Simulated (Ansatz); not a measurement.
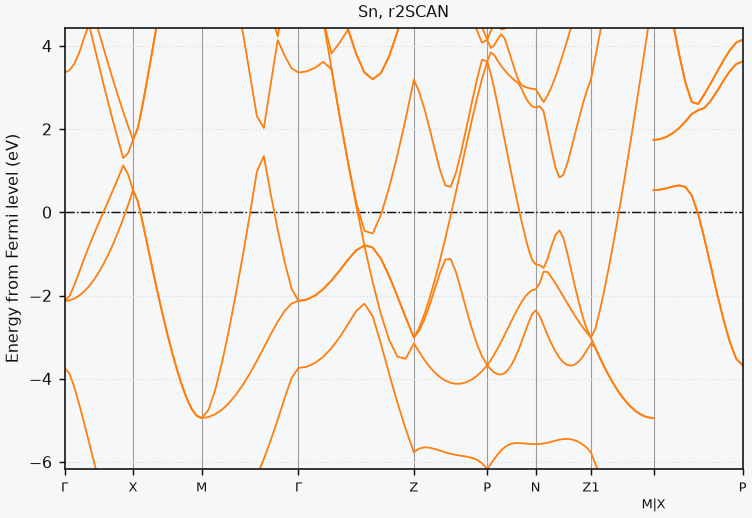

Band structure. Energies are counted from the Fermi level.

**Which Bravais lattice do the labels of the path belong to?**

A body-centred tetragonal lattice: the path Γ–X–M–Γ–Z–P–N–Z1–M|X–P runs through the special points of its Brillouin zone.

System: Sn, space group I4_1/amd, 2 atoms in the primitive cell.

```xyz
2
Lattice="-2.9401 2.9401 1.5993 2.9401 -2.9401 1.5993 2.9401 2.9401 -1.5993" Properties=species:S:1:pos:R:3 pbc="T T T"
Sn    0.0000    0.0000    0.0000
Sn    0.0000    2.9401    0.7997
```

Level of theory: r2SCAN, Ansatz PAW, no spin polarisation, no spin-orbit coupling, 9×9×9 k mesh, 500 eV cutoff, Fermi-Dirac smearing of 0.05 eV; code Ansatz.

**Is there a gap at the Fermi level?**

A metal: 4 bands cross the Fermi level along this path.

**Which levels at Z1 lie nearest to the Fermi level?**

At Z1 the nearest levels lie 3.01 eV below and 3.19 eV above the Fermi level.

**On which lines of the path do bands cross the Fermi level?**

Bands cross the Fermi level on Γ–X, X–M, M–Γ, Γ–Z, Z–P, P–N, Z1–M and X–P, and not on N–Z1.

Spin-orbit coupling is left out, which matters for Sn. The PAW data sets were made with another functional. In reduced coordinates of the cell that was run, X is (0, 0, 0.5), M is (−0.5, 0.5, 0.5), Z is (0.324, 0.324, −0.324), P is (0.25, 0.25, 0.25), N is (0, 0.5, 0) and Z1 is (−0.324, 0.676, 0.324).
